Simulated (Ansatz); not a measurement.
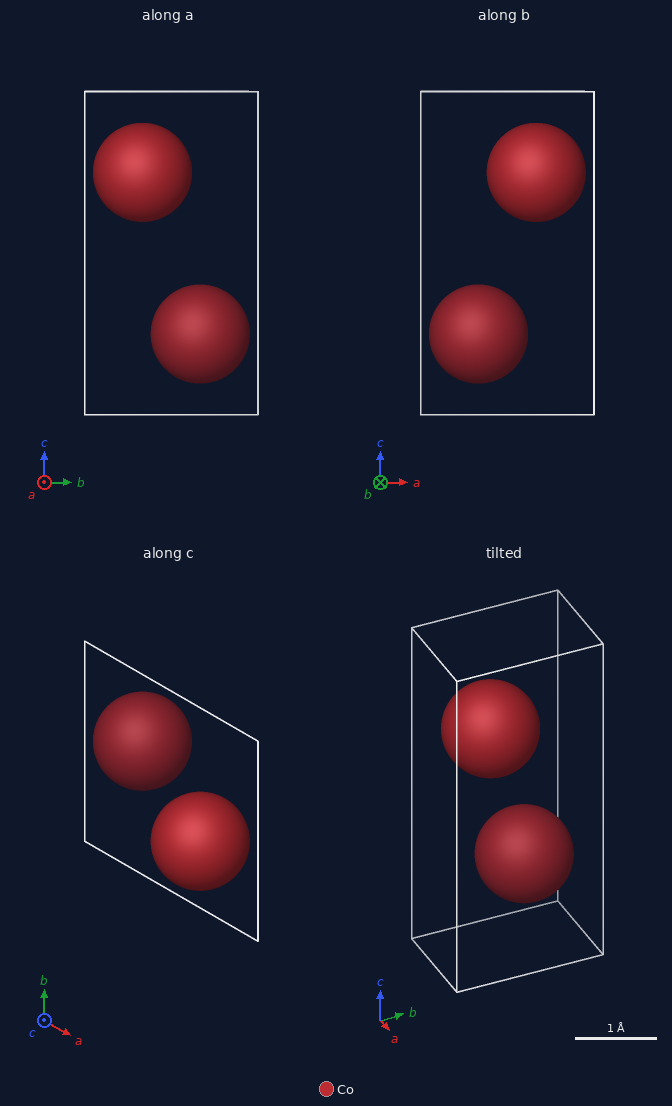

The crystal in a spheres-only representation, seen along the a axis, along the b axis, along the c axis and slightly off an axis. Thin lines show the conventional unit cell, with boundary atoms drawn in all their periodic places.

Lattice parameters: a = 2.495 Å, b = 2.495 Å, c = 4.032 Å, α = 90.00°, β = 90.00°, γ = 120.00°.

Express the structure as a table of Wyckoff sites.

Answer. Space group P6_3/mmc (No. 194).
```tsv
atom	site	x	y	z
Co	2c	0.3333	0.6667	0.2500
```

The model was built from a structure type filled with this element by a generator (whether the element takes this form wasn't checked). Earlier steps of the study may have refined or changed the cell and positions. It was run through Ansatz as a DFT input.
